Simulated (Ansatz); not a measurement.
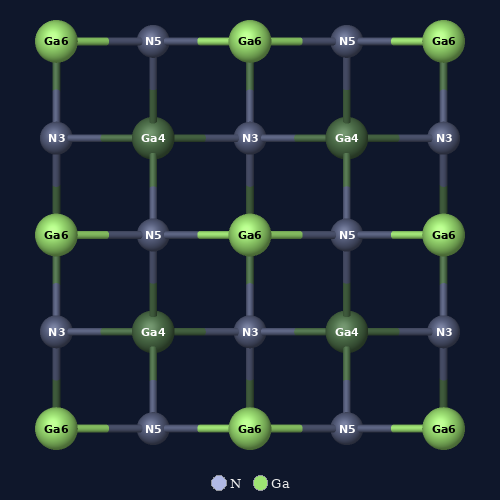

The system is H on a GaN(100) slab cut from the F-43m phase, its upper half relaxed before the scan (6 atoms of substrate and one adsorbate in a 1 × 1 cell); the picture shows it without the atoms that are moved over the map. 
- H is moved over the surface cell; relaxed at each place: the height of the adsorbate's atoms; substrate rigid; the origin of the map has the adsorbate above Ga6.
- Places are given modulo a cell vector. The map is drawn in real space over the plane of the surface.
- The scan uses an 8 × 8 grid; 25 points were computed and 39 follow by symmetry.
- All energies are given in eV relative to the lowest grid point.
- At some places the adsorbate sinks to or below the level of the top layer. With one adsorbate in each 1 × 1 cell, its nearest image is 3.2 Å away, so neighbouring adsorbates interact.
- Theory: DFT PBE, scalar-relativistic, plane waves, PAW (Ansatz). Settings: cutoff 420 eV, k-mesh 8×8×1, gaussian smearing 0.05 eV, spin-polarised.

Range: position of H7 along the first surface vector from 0.000 to 0.875; position of H7 along the second surface vector from 0.000 to 0.875.

**Predict the map.**

The lowest grid point is at a bridge site between two Ga atoms, (0/8, 4/8) of the cell vectors. The highest grid point, a place at or below the level of the top layer, (4/8, 0/8) of the cell vectors, lies 2.60 eV above the lowest. At the lowest point the adsorbate has 2 Ga at 1.81 Å as nearest neighbours, at the highest 1 N at 1.06 Å. Its relaxed height above the top atom is 0.83 Å at the lowest and −0.11 Å at the highest point.

| second ↓, first → | 0/8 | 1/8 | 2/8 | 3/8 | 4/8 | 5/8 | 6/8 | 7/8 |
| --- | --- | --- | --- | --- | --- | --- | --- | --- |
| 7/8 | 0.24 | 0.32 | 0.58 | 1.06 | 2.40 | 1.06 | 0.58 | 0.32 |
| 6/8 | 0.23 | 0.32 | 0.62 | 1.14 | 2.14 | 1.14 | 0.62 | 0.32 |
| 5/8 | 0.14 | 0.26 | 0.63 | 1.21 | 1.49 | 1.21 | 0.63 | 0.26 |
| 4/8 | 0.00 | 0.15 | 0.60 | 1.24 | 1.52 | 1.24 | 0.60 | 0.15 |
| 3/8 | 0.14 | 0.26 | 0.63 | 1.21 | 1.49 | 1.21 | 0.63 | 0.26 |
| 2/8 | 0.23 | 0.32 | 0.62 | 1.14 | 2.14 | 1.14 | 0.62 | 0.32 |
| 1/8 | 0.24 | 0.32 | 0.58 | 1.06 | 2.40 | 1.06 | 0.58 | 0.32 |
| 0/8 | 0.23 | 0.31 | 0.57 | 1.03 | 2.60 | 1.03 | 0.57 | 0.31 |

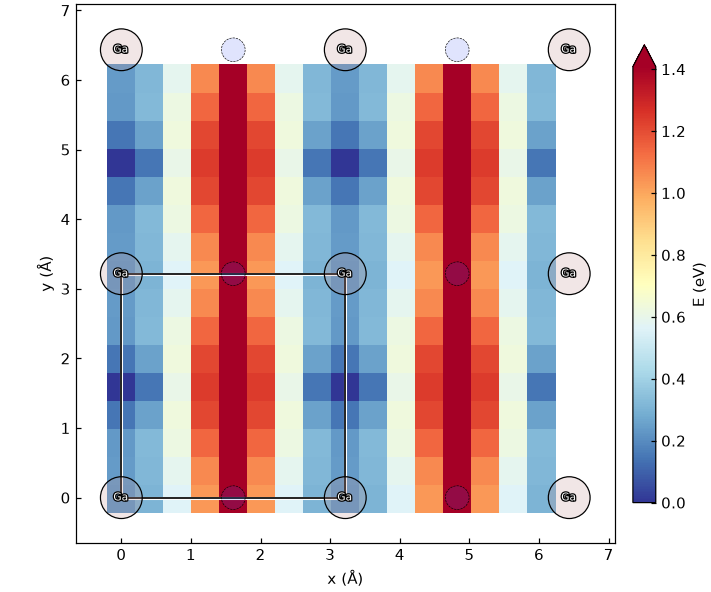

The picture shows one coloured cell a grid point, labelled circles for the atoms of the top layer and small ones for the second layer, the outline of one cell of the 2 × 2 shown, one colour for all values above the top of the scale.

Each point was launched as `ansatz run input.yaml --threads 2 --pin off --max-ram 6144MiB --backend cpu --events-out ev --progress --plain --runs-dir out`. Time for the 25 points that were run: 30 min on 2 threads of AMD EPYC 9R45 96-Core Processor (Zen 5), with other jobs on the host.

PAW datasets: the set soft_1.
